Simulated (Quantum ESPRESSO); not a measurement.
# PbS (Galena): zone-centre phonons, part 2 of 4

Aim: the zone-centre modes of PbS (Galena).

Quantum ESPRESSO 7.5; DFT PBE, scalar-relativistic, plane waves, PseudoDojo norm-conserving pseudopotentials.

So far. Step 2 (A first look): A gap of 0.37 eV opens on this mesh, so the crystal is taken as an insulator; the start stands at 2.2 GPa. Step 4 (Ground state): The cell stands at 0.0070 GPa, close enough for phonons.

The database entry behind the starting cell differs from later determinations by our own check (about 0.1 % short), so it need not match the best structure at ambient conditions.

### 5. Zone-centre response

At q = 0 one unit cell holds all displacements; symmetry groups them into irreducible representations that are solved one by one. The response to a field gives ε∞ and the Born charges, which polar modes need.

ph.in reads:

```
phonons
&INPUTPH
  prefix = 'x'
  outdir = './tmp'
  fildyn = 'g.dyn'
  tr2_ph = 1.0d-18
  epsil  = .true.
/
0.000000000000 0.000000000000 0.000000000000
```

On the command line:

```
OMP_NUM_THREADS=1 mpirun -n 4 ph.x -nk 4 -in ph.in > ph.out
```

The program printed:

```text
[banners, grids, parts of the stress and lines that vanish by symmetry left out]
[banner, memory and clock lines left out]
Program PHONON v.7.5

     ./tmp/x.save/

     IMPORTANT: XC functional enforced from input :
     Exchange-correlation= PBE
                           (   1   4   3   4   0   0   0)
     Any further DFT definition will be discarded
     Please, verify this is what you really want

     G-vector sticks info

     Reading collected, re-writing distributed wavefunctions in ./tmp/

     Number and degeneracy of irreps per q-point
       N         xq(1)         xq(2)         xq(3)   N irreps
       1   0.000000000   0.000000000   0.000000000       2
        3   3

     Calculation of q =    0.0000000   0.0000000   0.0000000

     phonons

     bravais-lattice index     =            2
     lattice parameter (alat)  =      11.3560  a.u.
     unit-cell volume          =     366.1132 (a.u.)^3
     number of atoms/cell      =            2
     number of atomic types    =            2
     kinetic-energy cut-off    =      68.0000  Ry
     charge density cut-off    =     272.0000  Ry
     convergence threshold     =      1.0E-18
     beta                      =       0.7000
     number of iterations used =            4
     Exchange-correlation= PBE
                           (   1   4   3   4   0   0   0)

     celldm(1)=   11.35599  celldm(2)=    0.00000  celldm(3)=    0.00000
     celldm(4)=    0.00000  celldm(5)=    0.00000  celldm(6)=    0.00000

     crystal axes: (cart. coord. in units of alat)
               a(1) = ( -0.5000  0.0000  0.5000 )
               a(2) = (  0.0000  0.5000  0.5000 )
               a(3) = ( -0.5000  0.5000  0.0000 )

     reciprocal axes: (cart. coord. in units 2 pi/alat)
               b(1) = ( -1.0000 -1.0000  1.0000 )
               b(2) = (  1.0000  1.0000  1.0000 )
               b(3) = ( -1.0000  1.0000 -1.0000 )

     Atoms inside the unit cell:

     Cartesian axes

     site n.  atom      mass           positions (alat units)
        1  Pb    207.2000   tau(    1) = (    0.00000    0.00000    0.00000  )
        2  S      32.0600   tau(    2) = (   -0.50000    0.50000    0.50000  )

     Computing dynamical matrix for
                    q = (   0.0000000   0.0000000   0.0000000 )

     49 Sym.Ops. (with q -> -q+G )

     G cutoff =  888.5041  (  27725 G-vectors)     FFT grid: ( 45, 45, 45)
     number of k points=    72
                       cart. coord. in units 2pi/alat
        k(    1) = (   0.0000000   0.0000000   0.0000000), wk =   0.0011574
        k(    2) = (  -0.0833333   0.0833333  -0.0833333), wk =   0.0092593
        k(    3) = (  -0.1666667   0.1666667  -0.1666667), wk =   0.0092593
        [... further k-points left out ...]

     PseudoPot. # 1 for Pb read from file:
     ./pseudo/Pb.upf
     Pseudo is Norm-conserving + core correction, Zval = 14.0
     Using radial grid of 1678 points,  6 beta functions with:
                l(1) =   0
                l(2) =   0
                l(3) =   1
                l(4) =   1
                l(5) =   2
                l(6) =   2

     PseudoPot. # 2 for S  read from file:
     ./pseudo/S.upf
     Pseudo is Norm-conserving + core correction, Zval =  6.0
     Using radial grid of 1148 points,  6 beta functions with:
                l(1) =   0
                l(2) =   0
                l(3) =   1
                l(4) =   1
                l(5) =   2
                l(6) =   2

     Mode symmetry, O_h (m-3m)  point group:

     Electric field:
     Dielectric constant
     Born effective charges as d Force / d E

     Atomic displacements:
     There are    2 irreducible representations

     Representation     1      3 modes -  To be done

     Representation     2      3 modes -  To be done

     Alpha used in Ewald sum =   2.7000

     Electric Fields Calculation

      iter #   1   av.it.:   7.0
      thresh= 1.000E-02 alpha_mix =  0.700 |ddv_scf|^2 =  1.570E-07

      iter #   2   av.it.:  14.3
      thresh= 3.963E-05 alpha_mix =  0.700 |ddv_scf|^2 =  5.963E-08

      iter #   3   av.it.:  13.7
      thresh= 2.442E-05 alpha_mix =  0.700 |ddv_scf|^2 =  2.062E-09

      iter #   4   av.it.:  13.5
      thresh= 4.541E-06 alpha_mix =  0.700 |ddv_scf|^2 =  1.735E-10

      iter #   5   av.it.:  12.9
      thresh= 1.317E-06 alpha_mix =  0.700 |ddv_scf|^2 =  9.539E-13

      iter #   6   av.it.:  13.4
      thresh= 9.767E-08 alpha_mix =  0.700 |ddv_scf|^2 =  3.331E-15

      iter #   7   av.it.:  12.6
      thresh= 5.771E-09 alpha_mix =  0.700 |ddv_scf|^2 =  2.717E-16

      iter #   8   av.it.:  13.2
      thresh= 1.648E-09 alpha_mix =  0.700 |ddv_scf|^2 =  1.154E-18

      iter #   9   av.it.:  13.7
      thresh= 1.074E-10 alpha_mix =  0.700 |ddv_scf|^2 =  3.891E-20

     End of electric fields calculation

          Dielectric constant in cartesian axis

          (      16.072012454      -0.000000000      -0.000000000 )
          (      -0.000000000      16.072012454       0.000000000 )
          (      -0.000000000       0.000000000      16.072012454 )

          Effective charges (d Force / dE) in cartesian axis without acoustic sum rule applied (asr)

           atom    1  Pb    Mean Z*:        4.34453
      Ex  (        4.34453       -0.00000       -0.00000 )
      Ey  (       -0.00000        4.34453        0.00000 )
      Ez  (       -0.00000        0.00000        4.34453 )
           atom    2  S     Mean Z*:       -4.34337
      Ex  (       -4.34337       -0.00000        0.00000 )
      Ey  (       -0.00000       -4.34337        0.00000 )
      Ez  (        0.00000        0.00000       -4.34337 )

          Effective charges Sum: Mean:        0.00116
              0.00116       -0.00000       -0.00000
             -0.00000        0.00116        0.00000
             -0.00000        0.00000        0.00116

          Effective charges (d Force / dE) in cartesian axis with asr applied:
           atom    1  Pb    Mean Z*:        4.34395
      E*x (        4.34395       -0.00000       -0.00000 )
      E*y (       -0.00000        4.34395        0.00000 )
      E*z (       -0.00000        0.00000        4.34395 )
           atom    2  S     Mean Z*:       -4.34395
      E*x (       -4.34395        0.00000        0.00000 )
      E*y (        0.00000       -4.34395       -0.00000 )
      E*z (        0.00000       -0.00000       -4.34395 )

     Representation #   1 modes #   1   2   3

     Self-consistent Calculation

      iter #   1   av.it.:   6.4
      thresh= 1.000E-02 alpha_mix =  0.700 |ddv_scf|^2 =  1.313E-07

      iter #   2   av.it.:  14.0
      thresh= 3.624E-05 alpha_mix =  0.700 |ddv_scf|^2 =  3.518E-08

      iter #   3   av.it.:  13.9
      thresh= 1.876E-05 alpha_mix =  0.700 |ddv_scf|^2 =  9.588E-10

      iter #   4   av.it.:  14.0
      thresh= 3.096E-06 alpha_mix =  0.700 |ddv_scf|^2 =  3.490E-11

      iter #   5   av.it.:  13.9
      thresh= 5.907E-07 alpha_mix =  0.700 |ddv_scf|^2 =  1.531E-13

[...]
End of self-consistent calculation

     Convergence has been achieved

     Representation #   2 modes #   4   5   6

     Self-consistent Calculation

[...]
iter #   3   av.it.:  13.8
      thresh= 1.054E-04 alpha_mix =  0.700 |ddv_scf|^2 =  1.100E-09

      iter #   4   av.it.:  13.6
      thresh= 3.316E-06 alpha_mix =  0.700 |ddv_scf|^2 =  7.332E-11

      iter #   5   av.it.:  14.1
      thresh= 8.563E-07 alpha_mix =  0.700 |ddv_scf|^2 =  4.107E-12

      iter #   6   av.it.:  13.7
      thresh= 2.027E-07 alpha_mix =  0.700 |ddv_scf|^2 =  1.635E-14

      iter #   7   av.it.:  13.0
      thresh= 1.279E-08 alpha_mix =  0.700 |ddv_scf|^2 =  1.427E-15

      iter #   8   av.it.:  13.5
      thresh= 3.777E-09 alpha_mix =  0.700 |ddv_scf|^2 =  5.697E-18

      iter #   9   av.it.:  12.7
      thresh= 2.387E-10 alpha_mix =  0.700 |ddv_scf|^2 =  6.531E-19

     End of self-consistent calculation

     Convergence has been achieved

     Number of q in the star =    1
     List of q in the star:
          1   0.000000000   0.000000000   0.000000000

          Dielectric constant in cartesian axis

          (      16.072012454      -0.000000000      -0.000000000 )
          (      -0.000000000      16.072012454       0.000000000 )
          (      -0.000000000       0.000000000      16.072012454 )

          Effective charges (d Force / dE) in cartesian axis without acoustic sum rule applied (asr)

           atom    1  Pb    Mean Z*:        4.34453
      Ex  (        4.34453       -0.00000       -0.00000 )
      Ey  (       -0.00000        4.34453        0.00000 )
      Ez  (       -0.00000        0.00000        4.34453 )
           atom    2  S     Mean Z*:       -4.34337
      Ex  (       -4.34337       -0.00000        0.00000 )
      Ey  (       -0.00000       -4.34337        0.00000 )
      Ez  (        0.00000        0.00000       -4.34337 )

          Effective charges Sum: Mean:        0.00116
              0.00116       -0.00000       -0.00000
             -0.00000        0.00116        0.00000
             -0.00000        0.00000        0.00116

          Effective charges (d Force / dE) in cartesian axis with asr applied:
           atom    1  Pb    Mean Z*:        4.34395
      E*x (        4.34395       -0.00000       -0.00000 )
      E*y (       -0.00000        4.34395        0.00000 )
      E*z (       -0.00000        0.00000        4.34395 )
           atom    2  S     Mean Z*:       -4.34395
      E*x (       -4.34395        0.00000        0.00000 )
      E*y (        0.00000       -4.34395       -0.00000 )
      E*z (        0.00000       -0.00000       -4.34395 )

     Diagonalizing the dynamical matrix

     q = (    0.000000000   0.000000000   0.000000000 )

 **************************************************************************
     freq (    1) =      -0.057889 [THz] =      -1.930981 [cm-1]
     freq (    2) =      -0.057889 [THz] =      -1.930981 [cm-1]
     freq (    3) =      -0.057889 [THz] =      -1.930981 [cm-1]
     freq (    4) =       1.466376 [THz] =      48.913053 [cm-1]
     freq (    5) =       1.466376 [THz] =      48.913053 [cm-1]
     freq (    6) =       1.466376 [THz] =      48.913053 [cm-1]
 **************************************************************************

     Mode symmetry, O_h (m-3m)  point group:

     freq (   1-   3) =         -1.9  [cm-1]   --> T_1u G_15  G_4- I
     freq (   4-   6) =         48.9  [cm-1]   --> T_1u G_15  G_4- I
```

The job ended after 7.5 min (4 MPI ranks of Arm Neoverse V1, shared host; 30 min of CPU time).

This step gave:

| Property | Result |
| --- | --- |
| miss of the charge sum rule | 0.001160 e |
| largest acoustic frequency at the zone centre before the sum rule | -1.93 cm⁻¹ |
| highest optical zone-centre mode (no LO-TO term) | 48.91 cm⁻¹ |
| lowest optical zone-centre mode | 48.91 cm⁻¹ |
| mean high-frequency dielectric constant | 16.07 |
| largest Born charge in size (third of the trace) | 4.345 e |

Born charge (rows field, columns displacement), before the sum rule (e), principal values of the symmetric part by kind of site:

```tsv
atom	atoms with these values	low	middle	high	mean
Pb1	1	4.34	4.34	4.34	4.34
S2	1	-4.34	-4.34	-4.34	-4.34
```

In full for S2:

```
-4.34  0.00  0.00
 0.00 -4.34  0.00
 0.00  0.00 -4.34
```

High-frequency dielectric tensor:

```
16.07  0.00  0.00
 0.00 16.07  0.00
 0.00  0.00 16.07
```

The acoustic modes at Γ come out as far as 1.9 cm⁻¹ from zero, where they should vanish, a small numerical error; the Born charges miss their sum rule by 0.0012 e, which is good.

### 6. Modes with the sum rule

A rigid shift of the crystal must cost nothing, but grids and finite bases break this; the acoustic sum rule is imposed before the matrix is diagonalised again. With Born charges the intensities follow, and the static dielectric tensor.

dynmat.in reads:

```
&INPUT
  fildyn = 'g.dyn'
  asr    = 'simple'
  fileig = 'dynmat.eig'
  lperm  = .true.
/
```

On the command line:

```
dynmat.x -in dynmat.in > dynmat.out
```

The program printed:

```text
[banner, memory and clock lines left out]
Program DYNMAT v.7.5

     Reading Dynamical Matrix from file g.dyn
     ...Force constants read
     ...epsilon and Z* read
     A direction for q was not specified:TO-LO splitting will be absent

     Polarizability (A^3 units)
     multiply by 0.166003 for Clausius-Mossotti correction
        65.069910   -0.000000   -0.000000
        -0.000000   65.069910    0.000000
        -0.000000    0.000000   65.069910

     IR activities are in (D/A)^2/amu units

# mode   [cm-1]    [THz]      IR
    1     -0.00   -0.0000    0.0000
    2     -0.00   -0.0000    0.0000
    3     -0.00   -0.0000    0.0000
    4     48.95    1.4675   15.6803
    5     48.95    1.4675   15.6803
    6     48.95    1.4675   15.6803

Electronic dielectric permittivity tensor (relative, adimensional)
        16.072012   -0.000000   -0.000000
        -0.000000   16.072012    0.000000
        -0.000000    0.000000   16.072012

 ... with zone-center polar mode contributions
       273.334868    0.000000    0.000000
         0.000000  273.334868    0.000000
         0.000000    0.000000  273.334868
```

It took 0.45 s on 1 thread.

This step gave:

| Item | Value |
| --- | --- |
| highest optical zone-centre mode (no LO-TO term) | 48.95 cm⁻¹ |
| lowest optical zone-centre mode | 48.95 cm⁻¹ |
| mean static dielectric constant | 273.3 |

Unit eigenvectors of the mass-weighted matrix after the sum rule; no LO-TO term. Modes at Γ, with each element's share of the kinetic energy:

```tsv
mode	frequency (cm⁻¹)	symmetry	Pb %	S %
1	0.0	acoustic	87	13
2	0.0	acoustic	87	13
3	0.0	acoustic	87	13
4	49.0	T1u	13	87
5	49.0	T1u	13	87
6	49.0	T1u	13	87
```

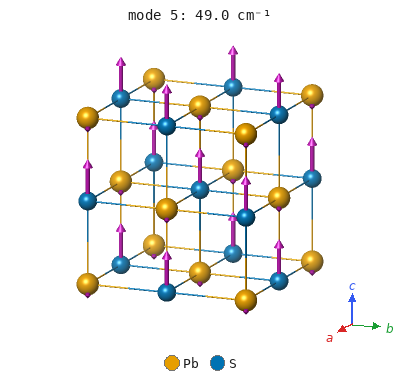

Displacement patterns of mode 5 at Γ; arrows are exaggerated. Some periodic images of atoms are drawn too.

Degenerate modes summed, no LO-TO term. Lines of the infrared spectrum (strongest = 100):

```tsv
position (cm⁻¹)	lines merged	label	IR intensity, relative
49	3	T1u	100
```

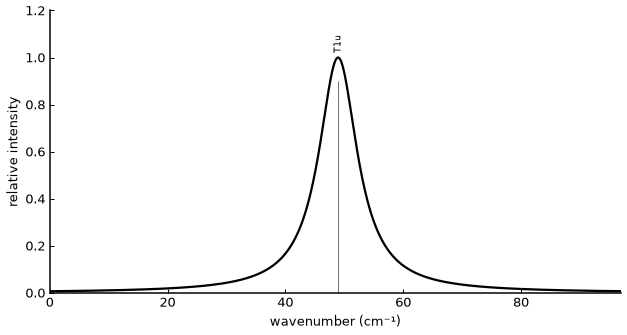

The infrared spectrum, broadened with Lorentzians of width 8 cm⁻¹; bars mark the lines.

Static dielectric tensor (ions relaxed, fixed cell):

```
273.3   0.0   0.0
  0.0 273.3   0.0
  0.0   0.0 273.3
```

The rule moves no optical mode by more than 0.1 cm⁻¹.

(Continued in part 3 of 4.)

[Host names and launcher messages were left out of these logs when they were recorded.]

[Logs are printed without paths, hosts, clocks, repeated set-up lines and the standing remarks that a program may print on its own settings, such as how far it seeks lower states.]

[Hosts, paths, dates, database ids (printed as entryN), source tags and the programs' standing remarks are cut or masked in the printed files.]
